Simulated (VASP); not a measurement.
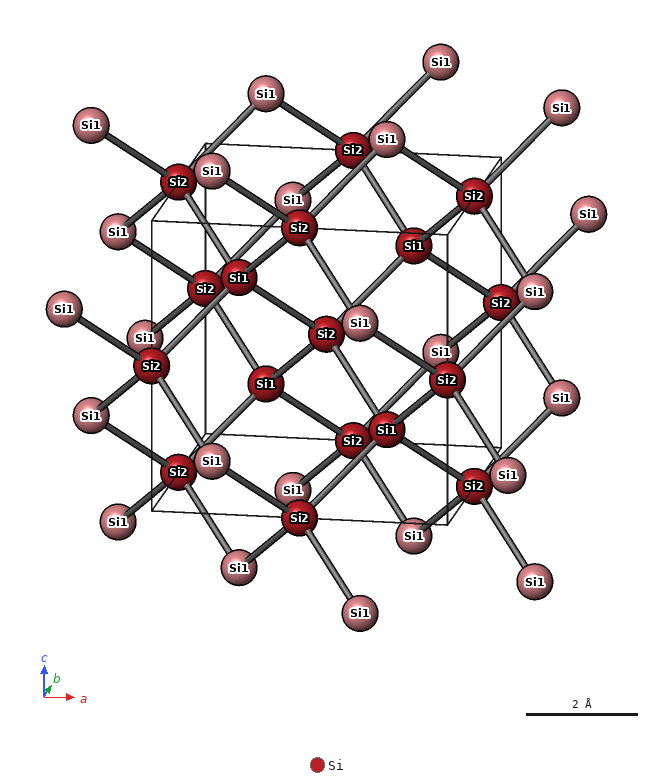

The input geometry (ball-and-stick view of the cell 4 times as large as that of the calculation, set on its symmetry axes, seen slightly off an axis; neighbours outside the cell are drawn fainter; atoms are numbered from 1 in the order of the input). An atom can appear more than once, as a periodic image.

**Born-charge calculation of Si (part 1 of 2)**

- system: Si (Fd-3m, 2 atoms in the cell)
- method: Kohn-Sham DFT of a periodic cell, PBE, VASP PAW PBE potentials, recommended, no spin polarisation (VASP 6.6.1)

The structure derives from an entry of the Crystallography Open Database.

**OSZICAR**
```
N       E                     dE             d eps       ncg     rms          rms(c)
DAV:   1    -0.243343333523E+01   -0.24334E+01   -0.19901E+03   808   0.371E+02
DAV:   2    -0.108897931061E+02   -0.84564E+01   -0.78836E+01  1160   0.514E+01
DAV:   3    -0.109721180299E+02   -0.82325E-01   -0.82325E-01   976   0.621E+00
DAV:   4    -0.109723379742E+02   -0.21994E-03   -0.21994E-03  1176   0.308E-01
DAV:   5    -0.109723380489E+02   -0.74747E-07   -0.74747E-07  1000   0.538E-03    0.596E+00
DAV:   6    -0.108565575911E+02    0.11578E+00   -0.74032E-02   896   0.141E+00    0.366E+00
DAV:   7    -0.108032003290E+02    0.53357E-01   -0.14445E-01   928   0.210E+00    0.174E-01
DAV:   8    -0.108041366072E+02   -0.93628E-03   -0.33078E-03   848   0.410E-01    0.704E-02
DAV:   9    -0.108043635307E+02   -0.22692E-03   -0.22396E-04  1056   0.112E-01    0.591E-02
DAV:  10    -0.108043881154E+02   -0.24585E-04   -0.27403E-05   896   0.388E-02    0.793E-03
[... 94 further cycles ...]
RMM:   1    -0.189205052070E-01   -0.18921E-01    0.15573E-02  6360   0.103E+00
RMM:   2    -0.169615567503E-01    0.19589E-02   -0.38874E-04  4354   0.202E-01    0.982E-02
RMM:   3    -0.169942510083E-01   -0.32694E-04   -0.37521E-06  4426   0.397E-02    0.576E-02
RMM:   4    -0.171370783469E-01   -0.14283E-03   -0.89611E-05  4307   0.416E-02    0.638E-03
RMM:   5    -0.171050457360E-01    0.32033E-04   -0.23948E-05  4486   0.912E-03    0.210E-03
RMM:   6    -0.171019959821E-01    0.30498E-05   -0.40672E-06  4540   0.113E-03    0.145E-03
RMM:   7    -0.171012255129E-01    0.77047E-06   -0.60118E-07  4450   0.991E-04    0.101E-04
RMM:   8    -0.171008879571E-01    0.33756E-06   -0.20047E-07  4686   0.114E-04    0.506E-05
RMM:   9    -0.171008214108E-01    0.66546E-07    0.24575E-08  4484   0.102E-04    0.124E-05
RMM:  10    -0.171008218915E-01   -0.48077E-09    0.11847E-08  4912   0.150E-05    0.705E-06
 Linear response finished
```

**Parts of OUTCAR**
```
SYSTEM = Si
   PREC = Accurate
   ENCUT = 200
   EDIFF = 1E-8
   ISMEAR = 0
   LREAL = .False.
   LASPH = .True.
   NELM = 60
   ISIF = 2
   GGA = PE
   LEPSILON = .True.
   IBRION = 8
   NSW = 1

 ion  position               nearest neighbor table
   1  0.750  0.750  0.750-   2 2.37   2 2.37   2 2.37   2 2.37
   2  0.500  0.500  0.500-   1 2.37   1 2.37   1 2.37   1 2.37

  LATTYP: Found a face centered cubic cell.
 ALAT       =     5.4659757654

  Lattice vectors:

 A1 = (   0.0000000000,   2.7329878827,   2.7329878827)
 A2 = (   2.7329878827,   0.0000000000,   2.7329878827)
 A3 = (   2.7329878827,   2.7329878827,   0.0000000000)

Analysis of symmetry for initial positions (statically):
=====================================================================
 Subroutine PRICEL returns:
 Original cell was already a primitive cell.

 Routine SETGRP: Setting up the symmetry group for a
 face centered cubic supercell.

 Subroutine GETGRP returns: Found 48 space group operations
 (whereof 24 operations were pure point group operations)
 out of a pool of 48 trial point group operations.

The static configuration has the point symmetry T_d .
 The point group associated with its full space group is O_h .

Analysis of symmetry for dynamics (positions and initial velocities):
=====================================================================
 Subroutine PRICEL returns:
 Original cell was already a primitive cell.

 Routine SETGRP: Setting up the symmetry group for a
 face centered cubic supercell.

 Subroutine GETGRP returns: Found 48 space group operations
 (whereof 24 operations were pure point group operations)
 out of a pool of 48 trial point group operations.

The dynamic configuration has the point symmetry T_d .
 The point group associated with its full space group is O_h .

 Subroutine INISYM returns: Found 48 space group operations
 (whereof 24 operations are pure point group operations),
 and found     1 'primitive' translations

----------------------------------------------------------------------------------------

                                     Primitive cell

  volume of cell :      40.8266

  direct lattice vectors                    reciprocal lattice vectors
     0.000000000  2.732987883  2.732987883    -0.182949951  0.182949951  0.182949951
     2.732987883  0.000000000  2.732987883     0.182949951 -0.182949951  0.182949951
     2.732987883  2.732987883  0.000000000     0.182949951  0.182949951 -0.182949951

  length of vectors
     3.865028530  3.865028530  3.865028530     0.316878611  0.316878611  0.316878611

  position of ions in fractional coordinates (direct lattice)
     0.750000000  0.750000000  0.750000000
     0.500000000  0.500000000  0.500000000

  ion indices of the primitive-cell ions
   primitive index   ion index
                 1           1
                 2           2

----------------------------------------------------------------------------------------

 KPOINTS: regular mesh

Automatic generation of k-mesh.
 Grid dimensions read from file:
 generate k-points for:   10   10   10

 Generating k-lattice:

  Cartesian coordinates                     Fractional coordinates (reciprocal lattice)
    -0.018294995  0.018294995  0.018294995     0.100000000  0.000000000  0.000000000
     0.018294995 -0.018294995  0.018294995     0.000000000  0.100000000  0.000000000
     0.018294995  0.018294995 -0.018294995     0.000000000  0.000000000  0.100000000

  Length of vectors
     0.031687861  0.031687861  0.031687861

  Shift w.r.t. Gamma in fractional coordinates (k-lattice)
     0.000000000  0.000000000  0.000000000

 Subroutine IBZKPT returns following result:
 ===========================================

 Found     47 irreducible k-points:

 Following reciprocal coordinates:
            Coordinates               Weight
  0.000000  0.000000  0.000000      1.000000
  0.100000  0.000000  0.000000      8.000000
  0.200000  0.000000  0.000000      8.000000
  0.300000  0.000000  0.000000      8.000000
  0.400000  0.000000  0.000000      8.000000
  0.500000  0.000000  0.000000      4.000000
  0.100000  0.100000  0.000000      6.000000
  0.200000  0.100000  0.000000     24.000000
  0.300000  0.100000  0.000000     24.000000
  0.400000  0.100000  0.000000     24.000000
  0.500000  0.100000  0.000000     24.000000
 -0.400000  0.100000  0.000000     24.000000
 -0.300000  0.100000  0.000000     24.000000
 -0.200000  0.100000  0.000000     24.000000
 -0.100000  0.100000  0.000000     12.000000
  0.200000  0.200000  0.000000      6.000000
  0.300000  0.200000  0.000000     24.000000
  0.400000  0.200000  0.000000     24.000000
  0.500000  0.200000  0.000000     24.000000
 -0.400000  0.200000  0.000000     24.000000
 -0.300000  0.200000  0.000000     24.000000
 -0.200000  0.200000  0.000000     12.000000
  0.300000  0.300000  0.000000      6.000000
  0.400000  0.300000  0.000000     24.000000
 [... further k-points ...]
   k-points           NKPTS =     47   k-points in BZ     NKDIM =     47   number of bands    NBANDS=      8
   number of dos      NEDOS =    301   number of ions     NIONS =      2
   total plane-waves  NPLWV =   5832
   dimension x,y,z NGX =    18 NGY =   18 NGZ =   18
   dimension x,y,z NGXF=    36 NGYF=   36 NGZF=   36
   ions per type =               2
   NGX,Y,Z   is equivalent  to a cutoff of   7.74,  7.74,  7.74 a.u.
   NGXF,Y,Z  is equivalent  to a cutoff of  15.48, 15.48, 15.48 a.u.
 SYSTEM =  Si
   PREC   = accura    normal or accurate (medium, high low for compatibility)
   ISTART =      0    job   : 0-new  1-cont  2-samecut
   ICHARG =      2    charge: 1-file 2-atom 10-const
   ISPIN  =      1    spin polarized calculation?
   LNONCOLLINEAR =      F non collinear calculations
   LSORBIT =      F    spin-orbit coupling
   LASPH  =      T    aspherical Exc in radial PAW
   ENCUT  =  200.0 eV  14.70 Ry    3.83 a.u.   4.46  4.46  4.46*2*pi/ulx,y,z
   NELM   =     60;   NELMIN=  2; NELMDL= -5     # of ELM steps
   EDIFF  = 0.1E-07   stopping-criterion for ELM
   LREAL  =      F    real-space projection
   EDIFFG = 0.1E-06   stopping-criterion for IOM
   NSW    =      1    number of steps for IOM
   IBRION =      8    ionic relax: 0-MD 1-quasi-New 2-CG
   NFREE  =      0    steps in history (QN), initial steepest desc. (CG)
   ISIF   =      2    stress and relaxation
   ISYM   =      2    0-nonsym 1-usesym 2-fastsym
   POTIM  = 0.5000    time-step for ionic-motion
   TEBEG  =    0.0;   TEEND  =   0.0 temperature during run
   PSTRESS=    0.0 pullay stress
   NELECT =       8.0000    total number of electrons
   NUPDOWN=      -1.0000    fix difference up-down
   EMIN   =  10.00;   EMAX   =-10.00  energy-range for DOS
   EFERMI =   0.00;   METHOD = LEGACY
   ISMEAR =     0;   SIGMA  =   0.02  broadening in eV -4-tet -1-fermi 0-gaus
   EFERMI_NEDOS =   21; number of points for ismear=-14 and -15
   IALGO  =     38    algorithm
   IMIX   =      4    mixing-type and parameters
     AMIX     =   0.40;   BMIX     =  1.00
     AMIX_MAG =   1.60;   BMIX_MAG =  1.00
  volume/ion in A,a.u.               =      20.41       137.76
  Fermi-wavevector in a.u.,A,eV,Ry     =   0.950876  1.796895 12.301908  0.904165
  Thomas-Fermi vector in A             =   2.079293
   LORBIT       =      0    0 simple, 1 ext, 2 COOP (PROOUT), +10 PAW based schemes
   GGA     = PE    functional components
   LHFCALC =     F    Hartree Fock is set to
   AEXX    =    0.0000 exact exchange contribution
   IVDW    =     0    specifies the selected vdW correction
   LEPSILON=     T    determine dielectric tensor
   LRPA    =     F    only Hartree local field effects (RPA)
 non-spin polarized calculation
 Gauss-broadening in eV      SIGMA  =   0.02
  energy-cutoff  :      200.00
  volume of cell :       40.83
 maximum number of plane-waves:       274
 NGX is ok and might be reduce to    18
   NGX =  9   NGY =  9   NGZ =  9

--------------------------------------- Ionic step        1  -------------------------------------------

 number of electron       7.9999992 magnetization

 E-fermi :   5.7598     XC(G=0):  -9.3344     alpha+bet :-11.7495

 val. band max:        5.6562970619   @ k =   0.0000   0.0000   0.0000
 cond. band min:       6.2765968970   @ k =   0.4000   0.4000   0.0000
 fundamental gap:      0.6202998351
 Fermi energy:         5.7597809638

 k-point     1 :       0.0000    0.0000    0.0000
  band No.  band energies     occupation
      1      -6.1941      2.00000
      2       5.6563      2.00000
      3       5.6563      2.00000
      4       5.6563      2.00000
      5       8.2189      0.00000
      6       8.2189      0.00000
      7       8.2189      0.00000
      8       8.7805      0.00000

 k-point     2 :       0.1000    0.0000    0.0000
  band No.  band energies     occupation
      1      -6.0654      2.00000
      2       4.5055      2.00000
      3       5.4581      2.00000
      4       5.4581      2.00000
      5       8.1827      0.00000
      6       8.5071      0.00000
      7       8.5071      0.00000
      8       9.7578      0.00000

 k-point     3 :       0.2000    0.0000    0.0000
  band No.  band energies     occupation
      1      -5.6855      2.00000
      2       2.6552      2.00000
      3       5.0806      2.00000
      4       5.0806      2.00000
      5       7.8139      0.00000
      6       9.0147      0.00000
      7       9.0147      0.00000
      8      11.5389      0.00000

 k-point     4 :       0.3000    0.0000    0.0000
  band No.  band energies     occupation
      1      -5.0809      2.00000
      2       0.8922      2.00000
      3       4.7470      2.00000
      4       4.7470      2.00000
      5       7.4487      0.00000
      6       9.2054      0.00000
      7       9.2054      0.00000
      8      13.1609      0.00000

 k-point     5 :       0.4000    0.0000    0.0000
  band No.  band energies     occupation
      1      -4.3495      2.00000
      2      -0.5606      2.00000
      3       4.5324      2.00000
      4       4.5324      2.00000
      5       7.2079      0.00000
      6       9.0964      0.00000
      7       9.0964      0.00000
      8      13.4611      0.00000

 [... the levels of 18 k-points are left out ...]
```
